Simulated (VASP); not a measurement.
**GaAs: band-structure run (part 1 of 2)**

GaAs (2 atoms in the cell), computed with Kohn-Sham DFT of a periodic cell, r2SCAN, VASP PAW PBE potentials, recommended, no spin polarisation (VASP 6.6.1).

The structure derives from an entry of the Crystallography Open Database.

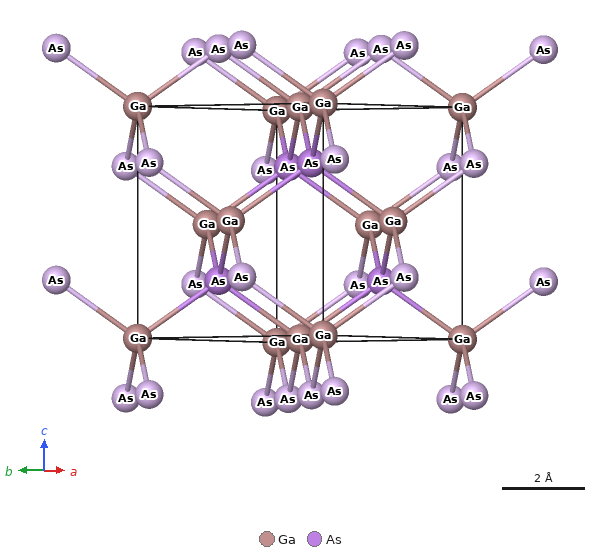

Fig. 1: The structure (ball-and-stick view of the cell 4 times as large as that of the calculation, set on its symmetry axes, seen at an oblique angle; neighbours outside the cell are drawn fainter). Near neighbours in the crystal (not all of them lie inside the picture): Ga has 4 As at 2.45 Å; As has 4 Ga at 2.45 Å.

INCAR:
```
SYSTEM = GaAs
ALGO     = Normal         ! electronic algorithm
EDIFF    = 1E-6           ! SCF threshold, eV
ENCUT    = 520            ! plane-wave cutoff, eV
ISIF     = 2              ! what is computed and relaxed
ISMEAR   = 0              ! smearing method
LASPH    = .True.         ! aspherical terms in the spheres
LCHARG   = .False.        ! write CHGCAR
LMIXTAU  = .True.       
LREAL    = .False.        ! projectors in reciprocal space
LWAVE    = .False.        ! write WAVECAR
METAGGA  = R2SCAN         ! meta-GGA
NBANDS   = 16             ! bands
NELM     = 80             ! most SCF steps
PREC     = Accurate       ! precision mode
SIGMA    = 0.03           ! smearing width, eV
```

KPOINTS:
```
k-points
0
Gamma
  10 10 10
  0 0 0
```

KPOINTS_OPT:
```
explicit points
202
Reciprocal
 0.0000000000  0.0000000000  0.0000000000 1
 0.0555555556  0.0000000000  0.0555555556 1
 0.1111111111  0.0000000000  0.1111111111 1
 0.1666666667  0.0000000000  0.1666666667 1
 0.2222222222  0.0000000000  0.2222222222 1
 0.2777777778  0.0000000000  0.2777777778 1
 0.3333333333  0.0000000000  0.3333333333 1
 0.3888888889  0.0000000000  0.3888888889 1
 0.4444444444  0.0000000000  0.4444444444 1
 0.5000000000  0.0000000000  0.5000000000 1
 0.5000000000  0.0000000000  0.5000000000 1
 0.5000000000  0.0277777778  0.5277777778 1
 0.5000000000  0.0555555556  0.5555555556 1
 0.5000000000  0.0833333333  0.5833333333 1
 0.5000000000  0.1111111111  0.6111111111 1
 0.5000000000  0.1388888889  0.6388888889 1
 0.5000000000  0.1666666667  0.6666666667 1
 0.5000000000  0.1944444444  0.6944444444 1
 0.5000000000  0.2222222222  0.7222222222 1
 0.5000000000  0.2500000000  0.7500000000 1
 0.5000000000  0.2500000000  0.7500000000 1
 0.4861111111  0.2638888889  0.7500000000 1
 0.4722222222  0.2777777778  0.7500000000 1
 0.4583333333  0.2916666667  0.7500000000 1
 0.4444444444  0.3055555556  0.7500000000 1
 0.4305555556  0.3194444444  0.7500000000 1
 0.4166666667  0.3333333333  0.7500000000 1
 0.4027777778  0.3472222222  0.7500000000 1
 0.3888888889  0.3611111111  0.7500000000 1
 0.3750000000  0.3750000000  0.7500000000 1
 0.3750000000  0.3750000000  0.7500000000 1
 0.3333333333  0.3333333333  0.6666666667 1
 0.2916666667  0.2916666667  0.5833333333 1
 0.2500000000  0.2500000000  0.5000000000 1
 0.2083333333  0.2083333333  0.4166666667 1
 0.1666666667  0.1666666667  0.3333333333 1
 0.1250000000  0.1250000000  0.2500000000 1
 0.0833333333  0.0833333333  0.1666666667 1
 0.0416666667  0.0416666667  0.0833333333 1
 0.0000000000  0.0000000000  0.0000000000 1
 0.0000000000  0.0000000000  0.0000000000 1
 0.0555555556  0.0555555556  0.0555555556 1
 0.1111111111  0.1111111111  0.1111111111 1
 0.1666666667  0.1666666667  0.1666666667 1
 0.2222222222  0.2222222222  0.2222222222 1
 0.2777777778  0.2777777778  0.2777777778 1
 0.3333333333  0.3333333333  0.3333333333 1
 0.3888888889  0.3888888889  0.3888888889 1
 0.4444444444  0.4444444444  0.4444444444 1
 0.5000000000  0.5000000000  0.5000000000 1
 0.5000000000  0.5000000000  0.5000000000 1
 0.5138888889  0.4722222222  0.5138888889 1
 0.5277777778  0.4444444444  0.5277777778 1
 0.5416666667  0.4166666667  0.5416666667 1
 0.5555555556  0.3888888889  0.5555555556 1
 0.5694444444  0.3611111111  0.5694444444 1
 0.5833333333  0.3333333333  0.5833333333 1
 0.5972222222  0.3055555556  0.5972222222 1
 0.6111111111  0.2777777778  0.6111111111 1
 0.6250000000  0.2500000000  0.6250000000 1
 0.6250000000  0.2500000000  0.6250000000 1
 0.6111111111  0.2500000000  0.6388888889 1
 0.5972222222  0.2500000000  0.6527777778 1
 0.5833333333  0.2500000000  0.6666666667 1
 0.5694444444  0.2500000000  0.6805555556 1
 0.5555555556  0.2500000000  0.6944444444 1
 0.5416666667  0.2500000000  0.7083333333 1
 0.5277777778  0.2500000000  0.7222222222 1
 0.5138888889  0.2500000000  0.7361111111 1
 0.5000000000  0.2500000000  0.7500000000 1
 0.5000000000  0.2500000000  0.7500000000 1
 0.5000000000  0.2777777778  0.7222222222 1
 0.5000000000  0.3055555556  0.6944444444 1
 0.5000000000  0.3333333333  0.6666666667 1
 0.5000000000  0.3611111111  0.6388888889 1
 0.5000000000  0.3888888889  0.6111111111 1
 0.5000000000  0.4166666667  0.5833333333 1
 0.5000000000  0.4444444444  0.5555555556 1
 0.5000000000  0.4722222222  0.5277777778 1
 0.5000000000  0.5000000000  0.5000000000 1
 0.5000000000  0.5000000000  0.5000000000 1
 0.4861111111  0.4861111111  0.5277777778 1
 0.4722222222  0.4722222222  0.5555555556 1
 0.4583333333  0.4583333333  0.5833333333 1
 0.4444444444  0.4444444444  0.6111111111 1
 0.4305555556  0.4305555556  0.6388888889 1
 0.4166666667  0.4166666667  0.6666666667 1
 0.4027777778  0.4027777778  0.6944444444 1
 0.3888888889  0.3888888889  0.7222222222 1
 0.3750000000  0.3750000000  0.7500000000 1
 0.6250000000  0.2500000000  0.6250000000 1
 0.6111111111  0.2222222222  0.6111111111 1
 0.5972222222  0.1944444444  0.5972222222 1
 0.5833333333  0.1666666667  0.5833333333 1
 0.5694444444  0.1388888889  0.5694444444 1
 0.5555555556  0.1111111111  0.5555555556 1
 0.5416666667  0.0833333333  0.5416666667 1
 0.5277777778  0.0555555556  0.5277777778 1
 0.5138888889  0.0277777778  0.5138888889 1
 0.5000000000  0.0000000000  0.5000000000 1
 0.0000000000  0.0000000000  0.0000000000 1
 0.0000000000  0.0053988900  0.0053988900 1
 0.0000000000 -0.0053988900 -0.0053988900 1
 0.0000000000  0.0157467500  0.0157467500 1
 0.0000000000 -0.0157467500 -0.0157467500 1
-0.0038175900  0.0000000000  0.0038175900 1
 0.0038175900 -0.0000000000 -0.0038175900 1
-0.0111346300 -0.0000000000  0.0111346300 1
 0.0111346300  0.0000000000 -0.0111346300 1
-0.0000000000 -0.0000000000  0.0062341000 1
 0.0000000000  0.0000000000 -0.0062341000 1
-0.0000000000 -0.0000000000  0.0181827800 1
 0.0000000000  0.0000000000 -0.0181827800 1
 0.0038175900  0.0076351800  0.0038175900 1
-0.0038175900 -0.0076351800 -0.0038175900 1
 0.0111346300  0.0222692700  0.0111346300 1
-0.0111346300 -0.0222692700 -0.0111346300 1
 0.3750000000  0.3750000000  0.7500000000 1
 0.3750000000  0.3803988900  0.7553988900 1
 0.3750000000  0.3696011100  0.7446011100 1
 0.3750000000  0.3907467500  0.7657467500 1
 0.3750000000  0.3592532500  0.7342532500 1
 0.3711824100  0.3750000000  0.7538175900 1
 0.3788175900  0.3750000000  0.7461824100 1
 0.3638653700  0.3750000000  0.7611346300 1
 0.3861346300  0.3750000000  0.7388653700 1
 0.3750000000  0.3750000000  0.7562341000 1
 0.3750000000  0.3750000000  0.7437659000 1
 0.3750000000  0.3750000000  0.7681827800 1
 0.3750000000  0.3750000000  0.7318172200 1
 0.3788175900  0.3826351800  0.7538175900 1
 0.3711824100  0.3673648200  0.7461824100 1
 0.3861346300  0.3972692700  0.7611346300 1
 0.3638653700  0.3527307300  0.7388653700 1
 0.5000000000  0.5000000000  0.5000000000 1
 0.5000000000  0.5053988900  0.5053988900 1
 0.5000000000  0.4946011100  0.4946011100 1
 0.5000000000  0.5157467500  0.5157467500 1
 0.5000000000  0.4842532500  0.4842532500 1
 0.4961824100  0.5000000000  0.5038175900 1
 0.5038175900  0.5000000000  0.4961824100 1
 0.4888653700  0.5000000000  0.5111346300 1
 0.5111346300  0.5000000000  0.4888653700 1
 0.5000000000  0.5000000000  0.5062341000 1
 0.5000000000  0.5000000000  0.4937659000 1
 0.5000000000  0.5000000000  0.5181827800 1
 0.5000000000  0.5000000000  0.4818172200 1
 0.5038175900  0.5076351800  0.5038175900 1
 0.4961824100  0.4923648200  0.4961824100 1
 0.5111346300  0.5222692700  0.5111346300 1
 0.4888653700  0.4777307300  0.4888653700 1
 0.6250000000  0.2500000000  0.6250000000 1
 0.6250000000  0.2553988900  0.6303988900 1
 0.6250000000  0.2446011100  0.6196011100 1
 0.6250000000  0.2657467500  0.6407467500 1
 0.6250000000  0.2342532500  0.6092532500 1
 0.6211824100  0.2500000000  0.6288175900 1
 0.6288175900  0.2500000000  0.6211824100 1
 0.6138653700  0.2500000000  0.6361346300 1
 0.6361346300  0.2500000000  0.6138653700 1
 0.6250000000  0.2500000000  0.6312341000 1
 0.6250000000  0.2500000000  0.6187659000 1
 0.6250000000  0.2500000000  0.6431827800 1
 0.6250000000  0.2500000000  0.6068172200 1
 0.6288175900  0.2576351800  0.6288175900 1
 0.6211824100  0.2423648200  0.6211824100 1
 0.6361346300  0.2722692700  0.6361346300 1
 0.6138653700  0.2277307300  0.6138653700 1
 0.5000000000  0.2500000000  0.7500000000 1
 0.5000000000  0.2553988900  0.7553988900 1
 0.5000000000  0.2446011100  0.7446011100 1
 0.5000000000  0.2657467500  0.7657467500 1
 0.5000000000  0.2342532500  0.7342532500 1
 0.4961824100  0.2500000000  0.7538175900 1
 0.5038175900  0.2500000000  0.7461824100 1
 0.4888653700  0.2500000000  0.7611346300 1
 0.5111346300  0.2500000000  0.7388653700 1
 0.5000000000  0.2500000000  0.7562341000 1
 0.5000000000  0.2500000000  0.7437659000 1
 0.5000000000  0.2500000000  0.7681827800 1
 0.5000000000  0.2500000000  0.7318172200 1
 0.5038175900  0.2576351800  0.7538175900 1
 0.4961824100  0.2423648200  0.7461824100 1
 0.5111346300  0.2722692700  0.7611346300 1
 0.4888653700  0.2277307300  0.7388653700 1
 0.5000000000  0.0000000000  0.5000000000 1
 0.5000000000  0.0053988900  0.5053988900 1
 0.5000000000 -0.0053988900  0.4946011100 1
 0.5000000000  0.0157467500  0.5157467500 1
 0.5000000000 -0.0157467500  0.4842532500 1
 0.4961824100  0.0000000000  0.5038175900 1
 0.5038175900 -0.0000000000  0.4961824100 1
 0.4888653700 -0.0000000000  0.5111346300 1
 0.5111346300  0.0000000000  0.4888653700 1
 0.5000000000 -0.0000000000  0.5062341000 1
 0.5000000000  0.0000000000  0.4937659000 1
 0.5000000000 -0.0000000000  0.5181827800 1
 0.5000000000  0.0000000000  0.4818172200 1
 0.5038175900  0.0076351800  0.5038175900 1
 0.4961824100 -0.0076351800  0.4961824100 1
 0.5111346300  0.0222692700  0.5111346300 1
 0.4888653700 -0.0222692700  0.4888653700 1
```

POSCAR:
```
GaAs                                    
1.0
    0.0000000000      2.8313993253      2.8313993253
    2.8313993253      0.0000000000      2.8313993253
    2.8313993253      2.8313993253      0.0000000000
  Ga              As            
     1     1
Direct
     0.0000000000000000    0.0000000000000000    0.0000000000000000
     0.2500000000000000    0.2500000000000000    0.2500000000000000
```

Launched with:
```bash
cat potpaw_PBE.64/Ga_d/POTCAR potpaw_PBE.64/As/POTCAR > POTCAR
mpirun -np 1 vasp_std > vasp.out
```

OSZICAR:
```
N       E                     dE             d eps       ncg     rms          rms(c)
DAV:   1     0.639778614070E+02    0.63978E+02   -0.92273E+03  1544   0.159E+03
DAV:   2    -0.223342432571E+02   -0.86312E+02   -0.82217E+02  1752   0.313E+02
DAV:   3    -0.290320598615E+02   -0.66978E+01   -0.66795E+01  1792   0.682E+01
DAV:   4    -0.291355154870E+02   -0.10346E+00   -0.10344E+00  1944   0.951E+00
DAV:   5    -0.291369626844E+02   -0.14472E-02   -0.14472E-02  1800   0.101E+00    0.316E+00
DAV:   6    -0.270096410973E+02    0.21273E+01   -0.54879E-01  1584   0.141E+01    0.194E+00
DAV:   7    -0.271116973045E+02   -0.10206E+00   -0.29072E-01  1568   0.629E+00    0.874E-01
DAV:   8    -0.270274544414E+02    0.84243E-01   -0.13356E-01  1504   0.427E+00    0.348E-01
DAV:   9    -0.269639900260E+02    0.63464E-01   -0.22743E-01  1504   0.389E+00    0.229E-01
DAV:  10    -0.269626426690E+02    0.13474E-02   -0.77129E-02  1504   0.227E+00    0.693E-02
DAV:  11    -0.270537305955E+02   -0.91088E-01   -0.45858E-02  1504   0.166E+00    0.598E-02
DAV:  12    -0.270518024095E+02    0.19282E-02   -0.10360E-03  2088   0.285E-01    0.277E-02
DAV:  13    -0.270555142285E+02   -0.37118E-02   -0.10723E-03  1520   0.316E-01    0.138E-02
DAV:  14    -0.270559720175E+02   -0.45779E-03   -0.31139E-04  1744   0.193E-01    0.616E-03
DAV:  15    -0.270560497489E+02   -0.77731E-04   -0.71809E-05  1568   0.906E-02    0.622E-03
DAV:  16    -0.270560663104E+02   -0.16561E-04   -0.24808E-06  2024   0.151E-02    0.383E-03
DAV:  17    -0.270560726192E+02   -0.63088E-05   -0.62398E-07  1208   0.835E-03    0.153E-03
DAV:  18    -0.270560770355E+02   -0.44162E-05   -0.16224E-06  1592   0.135E-02    0.495E-04
DAV:  19    -0.270560770636E+02   -0.28091E-07   -0.39909E-08   944   0.212E-03
   1 F= -.27056077E+02 E0= -.27056077E+02  d E =-.133770E-11
       N       E                     dE             ncg
DAV:   1    -0.147029021159E+04   -0.22461E+05     1520
DAV:   2    -0.568192708000E+04   -0.42116E+04     1640
DAV:   3    -0.600968879580E+04   -0.32776E+03     1880
DAV:   4    -0.601442059853E+04   -0.47318E+01     1800
DAV:   5    -0.601448891266E+04   -0.68314E-01     1928
DAV:   6    -0.601449153567E+04   -0.26230E-02     2128
DAV:   7    -0.601449155096E+04   -0.15287E-04     1880
DAV:   8    -0.601449155155E+04   -0.59214E-06     1400
       N       E                     dE             ncg
DAV:   1    -0.159477731746E+04   -0.30608E+05     1512
DAV:   2    -0.587127516631E+04   -0.42765E+04     1808
DAV:   3    -0.619738463357E+04   -0.32611E+03     1800
DAV:   4    -0.620247174771E+04   -0.50871E+01     1912
DAV:   5    -0.620254152514E+04   -0.69777E-01     1872
DAV:   6    -0.620254429636E+04   -0.27712E-02     2288
DAV:   7    -0.620254431540E+04   -0.19032E-04     1824
DAV:   8    -0.620254431618E+04   -0.78489E-06     1432
       N       E                     dE             ncg
DAV:   1    -0.142477271983E+04   -0.20999E+05     1552
DAV:   2    -0.554906948389E+04   -0.41243E+04     1656
DAV:   3    -0.588228788081E+04   -0.33322E+03     1880
DAV:   4    -0.588749601555E+04   -0.52081E+01     1976
DAV:   5    -0.588756268414E+04   -0.66669E-01     1896
DAV:   6    -0.588756519273E+04   -0.25086E-02     2272
DAV:   7    -0.588756521037E+04   -0.17649E-04     1832
DAV:   8    -0.588756521101E+04   -0.63764E-06     1488
       N       E                     dE             ncg
DAV:   1    -0.195572971081E+04   -0.31451E+05     1552
DAV:   2    -0.594136832067E+04   -0.39856E+04     1768
DAV:   3    -0.624369389420E+04   -0.30233E+03     1832
DAV:   4    -0.624822894794E+04   -0.45351E+01     1912
DAV:   5    -0.624829337572E+04   -0.64428E-01     1960
DAV:   6    -0.624829579134E+04   -0.24156E-02     2232
DAV:   7    -0.624829581192E+04   -0.20578E-04     1832
DAV:   8    -0.624829581271E+04   -0.79265E-06     1624
       N       E                     dE             ncg
DAV:   1     0.213092783815E+05   -0.99210E+04      456
DAV:   2     0.200750368350E+05   -0.12342E+04      504
DAV:   3     0.199850418690E+05   -0.89995E+02      592
DAV:   4     0.199837900272E+05   -0.12518E+01      584
DAV:   5     0.199837734266E+05   -0.16601E-01      608
DAV:   6     0.199837728294E+05   -0.59721E-03      672
DAV:   7     0.199837728215E+05   -0.78861E-05      584
DAV:   8     0.199837728212E+05   -0.37882E-06      472
```

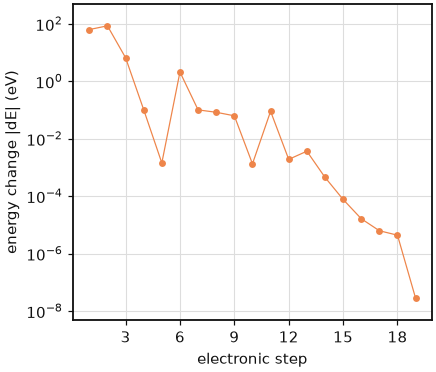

Fig. 2: Convergence of the self-consistent field: energy change |dE| against the electronic step. It takes 19 electronic steps. The density is held fixed in the first few steps, and dE rises again when its update begins.

Parts of OUTCAR:
```
SYSTEM = GaAs
   EDIFF = 1E-6
   ENCUT = 520
   ISIF = 2
   ISMEAR = 0
   LASPH = .True.
   LREAL = .False.
   METAGGA = R2SCAN
   NELM = 80
   PREC = Accurate

 ion  position               nearest neighbor table
   1  0.000  0.000  0.000-   2 2.45   2 2.45   2 2.45   2 2.45
   2  0.250  0.250  0.250-   1 2.45   1 2.45   1 2.45   1 2.45

  LATTYP: Found a face centered cubic cell.
 ALAT       =     5.6627986506

  Lattice vectors:

 A1 = (   0.0000000000,   2.8313993253,   2.8313993253)
 A2 = (   2.8313993253,   0.0000000000,   2.8313993253)
 A3 = (   2.8313993253,   2.8313993253,   0.0000000000)

Analysis of symmetry for initial positions (statically):
=====================================================================
 Subroutine PRICEL returns:
 Original cell was already a primitive cell.

 Routine SETGRP: Setting up the symmetry group for a
 face centered cubic supercell.

 Subroutine GETGRP returns: Found 24 space group operations
 (whereof 24 operations were pure point group operations)
 out of a pool of 48 trial point group operations.

The static configuration has the point symmetry T_d .
```
